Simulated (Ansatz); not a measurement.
## From Ca to Mg

System: Ca (1 atom in the cell).
Method of run 1: DFT PBE, scalar-relativistic, plane waves, PAW, no spin polarisation (Ansatz 0.2.0).
System of run 2: Mg (1 atom in the cell).

On run 1: The structure was made by swapping elements on the sites of another compound; it need not be a known phase. On run 2: The structure derives from a Materials Project entry. Text and figures count atoms from 1; the logs count them from 0 in places.

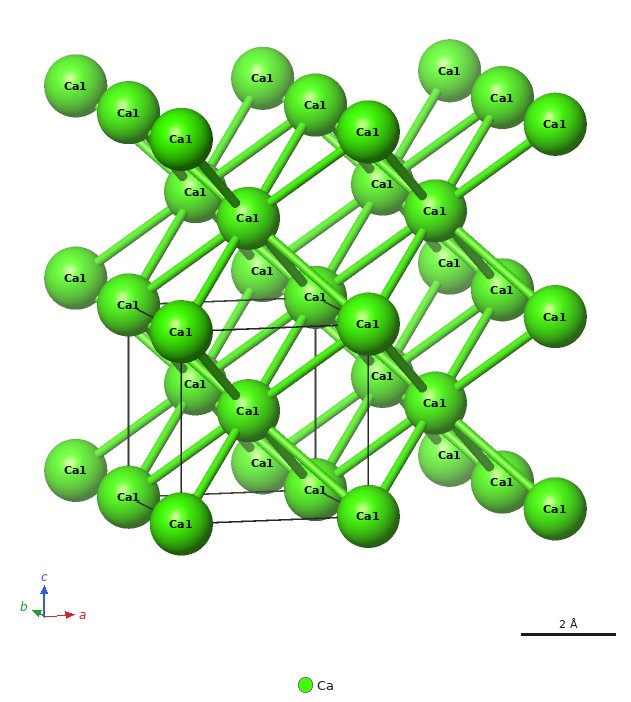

Fig. 1: The starting structure (ball-and-stick view of the cell 2 times as large as that of the calculation, set on its symmetry axes, repeated 2 × 2 × 2, seen slightly off an axis; atoms are numbered from 1 in the order of the input).

## Input file, run 1
```yaml
crystal:
  lattice:
    - [-2.0858742701, 2.0858742701, 2.0858742701]
    - [2.0858742701, -2.0858742701, 2.0858742701]
    - [2.0858742701, 2.0858742701, -2.0858742701]
  atoms:
    - { symbol: Ca, position: [0.0, 0.0, 0.0] }
basis:
  ecutwfc: 420
kpoints:
  mp_grid: { grid: [14, 14, 14] }
hamiltonian:
  xc: pbe
scf:
  occupations: { method: gaussian, width: 0.1 }
output:
  forces: true
  stress: true
  eigenvalues: true
relax:
  adjacent_minimum: "off"
  f_tol: 0.01
  max_steps: 60
  cell: { stress_tol: 0.1 }
```

Command:
```bash
ansatz run input.yaml --threads 1 --pin off --max-ram 2560MiB --backend cpu --events-out ev --progress --plain --runs-dir out
```

Hardware: 1 thread of Intel Xeon (Granite Rapids), 64 GiB of memory available, shared host.

## Output, shortened to warnings, some set-up lines, iterations and results (run 1)
```
Basis set: ecut = 420 eV, 683 PW (Γ), exchange–correlation on 50×50×50 points (8 copies of the dense FFT grid, shifted against one another)
Symmetry: 48 space group operations
k-points: 104 of 2744
Initial density: superposition of atomic densities (neutral atoms: chi_scale 0, normalization atom), corrected by the library's trained network
[...]
SCF iter   1: F=—  HF=-1816.797623 eV  |F-HF|=—  |Δ(HF+E_count)|=         —  Δρ=9.54e-4  dr2=1.36e-4  ethr=1.77e-3  ⟨swp⟩=6.0  Hψ=7699  notcnv=0
SCF iter   2: F=—  HF=-1816.797651 eV  |F-HF|=—  |Δ(HF+E_count)|=   2.82e-5  Δρ=5.56e-4  dr2=6.88e-5  ethr=1.36e-6  ⟨swp⟩=2.1  Hψ=2254  notcnv=0
SCF iter   3: F=—  HF=-1816.797732 eV  |F-HF|=—  |Δ(HF+E_count)|=   8.05e-5  Δρ=7.58e-5  dr2=9.87e-7  ethr=6.88e-7  ⟨swp⟩=3.0  Hψ=1497  notcnv=0
SCF iter   4: F=—  HF=-1816.797732 eV  |F-HF|=—  |Δ(HF+E_count)|=   7.33e-7  Δρ=2.05e-5  dr2=1.33e-7  ethr=9.87e-9  ⟨swp⟩=2.0  Hψ=1354  notcnv=0
SCF iter   5: F=-1816.797733 eV  HF=-1816.797733 eV  |F-HF|=2.60e-9  |Δ(HF+E_count)|=   1.23e-7  Δρ=5.49e-6  dr2=1.05e-8  ethr=1.33e-9  ⟨swp⟩=2.0  Hψ=1161  notcnv=0
[... 24 lines ...]
SCF iter   2: F=—  HF=-1816.847229 eV  |F-HF|=—  |Δ(HF+E_count)|=   1.43e-6  Δρ=6.70e-5  dr2=2.25e-7  ethr=8.89e-9  ⟨swp⟩=1.0  Hψ=936  notcnv=0
SCF iter   3: F=—  HF=-1816.847229 eV  |F-HF|=—  |Δ(HF+E_count)|=   2.69e-7  Δρ=2.00e-6  dr2=3.40e-10  ethr=2.25e-9  ⟨swp⟩=1.3  Hψ=973  notcnv=0
SCF iter   4: F=-1816.847229 eV  HF=-1816.847229 eV  |F-HF|=2.96e-12  |Δ(HF+E_count)|=  5.33e-10  Δρ=3.00e-7  dr2=3.19e-11  ethr=1.00e-12  ⟨swp⟩=4.3  Hψ=3099  notcnv=0
SCF 5 converged in 4 iterations: F = -1816.847229 eV  dr2 = 3.19e-11
relax step   5: F+E_penalty+E_count = -1816.84722935 eV  Δ(F+E_penalty+E_count) = -2.186e-4 eV  max|allowed force component| = 0.000e0 eV/Å  Δτ_max = 0.0000 Å  P = +0.011 GPa …
basis re-selected at this cell: Δ(F+E_penalty+E_count) = -2.186e-4 eV, ΔP = +0.001 GPa vs the last step (what re-selecting the basis moved, of the pressure what is left beyond the Pulay correction that the steps carried, after the strain that the cell walked since its last selection, with what the …
SCF converged after 4 iterations
Free energy (F): -1816.847229 eV
Harris-Foulkes:  -1816.847229 eV  (|F-HF|=2.96e-12)
Internal energy: -1816.838685 eV  (E = F + TS)
E sigma→0 (E₀):  -1816.842957 eV
Entropy (-TS):   -0.008544 eV (-8.544 meV/atom)
Fermi energy:    5.018558 eV
--- Per-component energies (eV) ---
  E_band       = -175.006863
  E_kinetic    = 275.561317
  E_local      = -847.946310  (includes V_loc(G=0)·N_el)
  E_nonlocal   = 63.660451
  E_hartree    = 283.786644
  E_xc         = -135.897422
  E_vxc        = -169.387684  (∫ρ·V_xc dr)
  E_paw        = -858.243440  (= ΣΔE_a)
  E_vpaw       = -64.468024  (= ΣTr[D̂ρ^β])
  E_aug_tail   = -0.000006  (compensation charges beyond the density's cutoff)
  E_ewald      = -597.759920
  E_smearing   = -0.008544  (= −TS)
  E_closure    = 0.000000  (closes the sum)
  Σ components = -1816.847229   (vs F -1816.847229, Δ=0.00e0)
--- Forces (eV/Å), atoms counted from 1 ---
  atom   1  Ca     0.00000000    -0.00000000     0.00000000
  max |Σ_I F_I| component: 5.00e-30 eV/Å
--- Stress (GPa, compression-positive) ---
        0.011272      -0.000000      -0.000000
        0.000000       0.011272      -0.000000
       -0.000000      -0.000000       0.011272
  P = ⅓ Tr σ = 0.0113 GPa (0.113 kbar)
--- Relaxed structure (4 steps of the walk, 4 accepted, 1 SCFs on fresh bases) ---
  F+E_penalty+E_count = -1816.84722935 eV   max|allowed force component| = 0.000e0 eV/Å   (the final SCF, on the basis selected at the relaxed cell)
  cell:  # Å, volume = 42.1100 Å³
    - [-2.191668835579695, 2.191668835579695, 2.191668835579695]
    - [2.191668835579695, -2.191668835579695, 2.191668835579695]
    - [2.191668835579695, 2.191668835579695, -2.191668835579695]
  atoms:
    - { symbol: Ca, position: [0.0, 0.0, 0.0] }
```

The input of run 2 differs as follows (lines with − go, lines with + come):
```diff
-    - [-2.0858742701, 2.0858742701, 2.0858742701]
-    - [2.0858742701, -2.0858742701, 2.0858742701]
-    - [2.0858742701, 2.0858742701, -2.0858742701]
+    - [-1.7727644967, 1.7727644967, 1.7727644967]
+    - [1.7727644967, -1.7727644967, 1.7727644967]
+    - [1.7727644967, 1.7727644967, -1.7727644967]
-    - { symbol: Ca, position: [0.0, 0.0, 0.0] }
+    - { symbol: Mg, position: [0.0, 0.0, 0.0] }
-  mp_grid: { grid: [14, 14, 14] }
+  mp_grid: { grid: [16, 16, 16] }
-  f_tol: 0.01
-  max_steps: 60
-  cell: { stress_tol: 0.1 }
+  f_tol: 0.005
+  max_steps: 80
+  cell: { stress_tol: 0.05 }
```

How does run 2 compare with run 1?

The total energies belong to different systems, so their difference says nothing on which is more stable or more accurate. The volume per atom goes from 42.11 to 22.94 Å³. The SCF takes 16 iterations over all geometry steps against 24. The irreducible k-points go from 104 to 145.

## Output, shortened to warnings, some set-up lines, iterations and results (run 2)
```
Basis set: ecut = 420 eV, 429 PW (Γ), exchange–correlation on 48×48×48 points (8 copies of the dense FFT grid, shifted against one another)
Symmetry: 48 space group operations
k-points: 145 of 4096
Initial density: superposition of atomic densities (neutral atoms: chi_scale 0, normalization atom), corrected by the library's trained network
[...]
SCF iter   1: F=—  HF=-1923.772465 eV  |F-HF|=—  |Δ(HF+E_count)|=         —  Δρ=3.15e-4  dr2=9.42e-6  ethr=1.77e-3  ⟨swp⟩=5.4  Hψ=9111  notcnv=0
SCF iter   2: F=—  HF=-1923.772561 eV  |F-HF|=—  |Δ(HF+E_count)|=   9.57e-5  Δρ=1.78e-4  dr2=2.05e-6  ethr=9.42e-8  ⟨swp⟩=2.8  Hψ=3317  notcnv=0
SCF iter   3: F=—  HF=-1923.772564 eV  |F-HF|=—  |Δ(HF+E_count)|=   2.75e-6  Δρ=5.81e-5  dr2=2.50e-7  ethr=2.05e-8  ⟨swp⟩=2.0  Hψ=1871  notcnv=0
SCF iter   4: F=-1923.772564 eV  HF=-1923.772564 eV  |F-HF|=3.01e-8  |Δ(HF+E_count)|=   8.05e-7  Δρ=1.48e-5  dr2=1.51e-8  ethr=2.50e-9  ⟨swp⟩=2.9  Hψ=2012  notcnv=0
SCF iter   5: F=-1923.772564 eV  HF=-1923.772564 eV  |F-HF|=3.54e-10  |Δ(HF+E_count)|=   1.86e-8  Δρ=1.64e-6  dr2=1.69e-10  ethr=1.51e-10  ⟨swp⟩=2.0  Hψ=1987  notcnv=0
[... 14 lines ...]
SCF iter   2: F=—  HF=-1923.774712 eV  |F-HF|=—  |Δ(HF+E_count)|=   3.38e-7  Δρ=2.00e-5  dr2=2.15e-9  ethr=9.38e-11  ⟨swp⟩=2.1  Hψ=1596  notcnv=0
SCF iter   3: F=—  HF=-1923.774713 eV  |F-HF|=—  |Δ(HF+E_count)|=   3.73e-7  Δρ=1.33e-6  dr2=1.05e-11  ethr=2.15e-11  ⟨swp⟩=2.1  Hψ=1539  notcnv=0
SCF iter   4: F=-1923.774713 eV  HF=-1923.774713 eV  |F-HF|=9.09e-13  |Δ(HF+E_count)|=   1.68e-9  Δρ=3.69e-8  dr2=1.74e-13  ethr=1.00e-12  ⟨swp⟩=5.5  Hψ=5013  notcnv=0
SCF 4 converged in 4 iterations: F = -1923.774713 eV  dr2 = 1.74e-13
relax step   4: F+E_penalty+E_count = -1923.77471265 eV  Δ(F+E_penalty+E_count) = -1.058e-5 eV  max|allowed force component| = 0.000e0 eV/Å  Δτ_max = 0.0000 Å  P = +0.010 GPa …
basis re-selected at this cell: Δ(F+E_penalty+E_count) = -1.058e-5 eV, ΔP = -0.000 GPa vs the last step (what re-selecting the basis moved, of the pressure what is left beyond the Pulay correction that the steps carried, after the strain that the cell walked since its last selection, with what the …
SCF converged after 4 iterations
Free energy (F): -1923.774713 eV
Harris-Foulkes:  -1923.774713 eV  (|F-HF|=9.09e-13)
Internal energy: -1923.772396 eV  (E = F + TS)
E sigma→0 (E₀):  -1923.773554 eV
Entropy (-TS):   -0.002316 eV (-2.316 meV/atom)
Fermi energy:    5.696259 eV
--- Per-component energies (eV) ---
  E_band       = -357.579249
  E_kinetic    = 74.817069
  E_local      = -1619.663610  (includes V_loc(G=0)·N_el)
  E_nonlocal   = 95.726722
  E_hartree    = 578.268445
  E_xc         = -28.404328
  E_vxc        = -36.641773  (∫ρ·V_xc dr)
  E_paw        = -292.562382  (= ΣΔE_a)
  E_vpaw       = -28.354555  (= ΣTr[D̂ρ^β])
  E_aug_tail   = -0.000003  (compensation charges beyond the density's cutoff)
  E_ewald      = -731.954310
  E_smearing   = -0.002316  (= −TS)
  E_closure    = -0.000000  (closes the sum)
  Σ components = -1923.774713   (vs F -1923.774713, Δ=0.00e0)
--- Forces (eV/Å), atoms counted from 1 ---
  atom   1  Mg     0.00000000    -0.00000000    -0.00000000
  max |Σ_I F_I| component: 2.26e-32 eV/Å
--- Stress (GPa, compression-positive) ---
        0.010355       0.000000      -0.000000
       -0.000000       0.010355       0.000000
        0.000000       0.000000       0.010355
  P = ⅓ Tr σ = 0.0104 GPa (0.104 kbar)
--- Relaxed structure (3 steps of the walk, 3 accepted, 1 SCFs on fresh bases) ---
  F+E_penalty+E_count = -1923.77471265 eV   max|allowed force component| = 0.000e0 eV/Å   (the final SCF, on the basis selected at the relaxed cell)
  cell:  # Å, volume = 22.9358 Å³
    - [-1.7898545969304425, 1.7898545969304425, 1.7898545969304425]
    - [1.7898545969304425, -1.7898545969304425, 1.7898545969304425]
    - [1.7898545969304425, 1.7898545969304425, -1.7898545969304425]
  atoms:
    - { symbol: Mg, position: [0.0, 0.0, 0.0] }
```

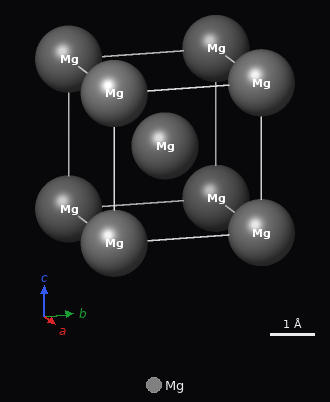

Fig. 2: The input structure of run 2 (spheres-only view of the cell 2 times as large as that of the calculation, set on its symmetry axes, seen slightly off an axis).

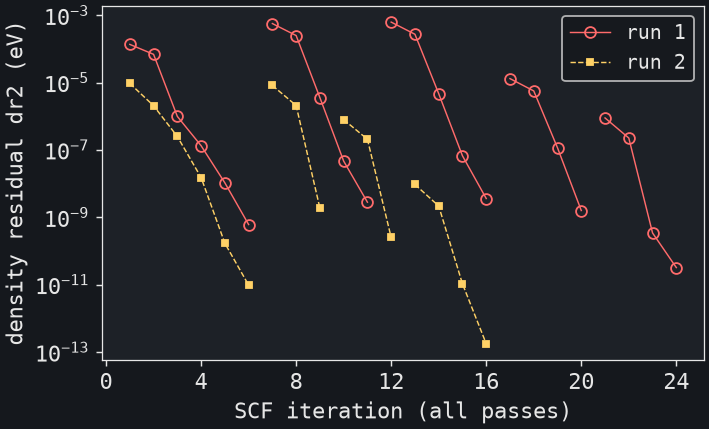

Fig. 3: Convergence of the two runs: density residual dr2 against the SCF iteration. A break in a curve parts two SCF passes. Run 1 takes 24 iterations in all, and run 2 takes 16.

## The two runs side by side

| quantity | run 1 | run 2 |
| --- | --- | --- |
| outcome | converged | converged |
| free energy per atom (eV) | −1816.8472 | −1923.7747 |
| energy per atom, smearing taken to zero (eV) | −1816.8430 | −1923.7736 |
| gap on the mesh (eV) | 0.00 | 0.00 |
| pressure (GPa) | 0.01 | 0.01 |
| volume per atom (Å³) | 42.11 | 22.94 |
| largest force (eV/Å) | 0.000 | 0.000 |
| SCF iterations | 24 | 16 |
| irreducible k-points | 104 | 145 |
| wall time (shared host) | 5.1 s | 3.8 s |
